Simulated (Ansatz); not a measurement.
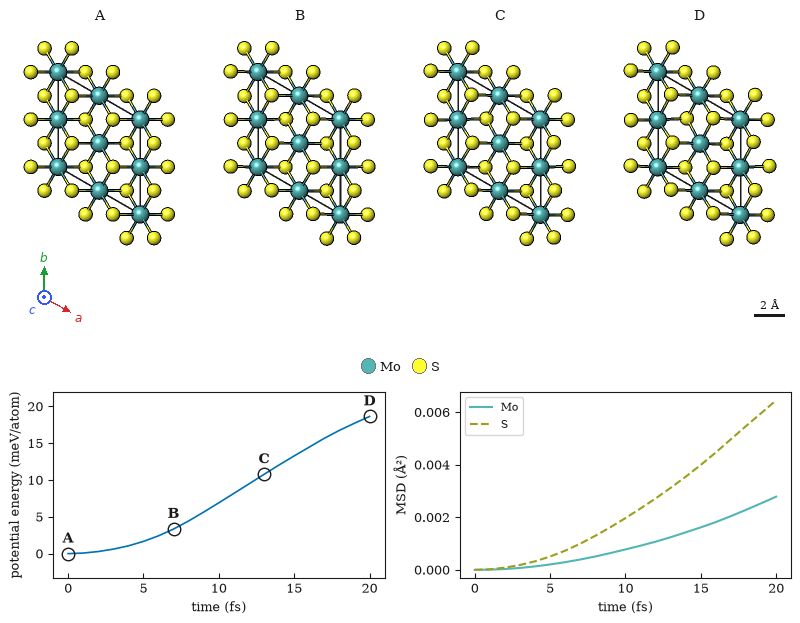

First-principles dynamics of a 12-atom cell of MoS2 (built on the 1T (CdI2) bulk type), 20 fs long. Frames (A at 0 fs, B at 7 fs, C at 13 fs, D at 20 fs) and the history of the run. A ball-and-stick model of the simulation cell, seen along the c axis. Bonds to atoms that aren't drawn are left out.

Level of theory: DFT, r2SCAN, plane waves, PAW (Ansatz 0.2.0). Set-up: plane-wave cutoff 500 eV; k-point mesh 3 × 3 × 2; Fermi-Dirac smearing 0.026 eV; Langevin thermostat and barostat (NPT); set temperature 300 K; time step 1 fs.

**What happens in this trajectory?**

In the second half of the run the atoms are, in the root-mean-square, this far from where they began (common drift taken out): S 0.06 Å, Mo 0.04 Å. The run lasts only 20 fs, too short to tell vibration from diffusion. Over the second half the temperature averages 230 K (spread ±10 K). The potential energy is still drifting at the end, so the run hasn't reached equilibrium. The potential energy in the second half lies on average 13.1 meV per atom above the first frame. The mean pressure there is 0.5 GPa. The volume ends +1.1 % from the start.

Limits of the set-up: the k-point mesh is coarse for a cell with partly filled bands; layers or molecules are held without a dispersion correction, so their spacing is unreliable.
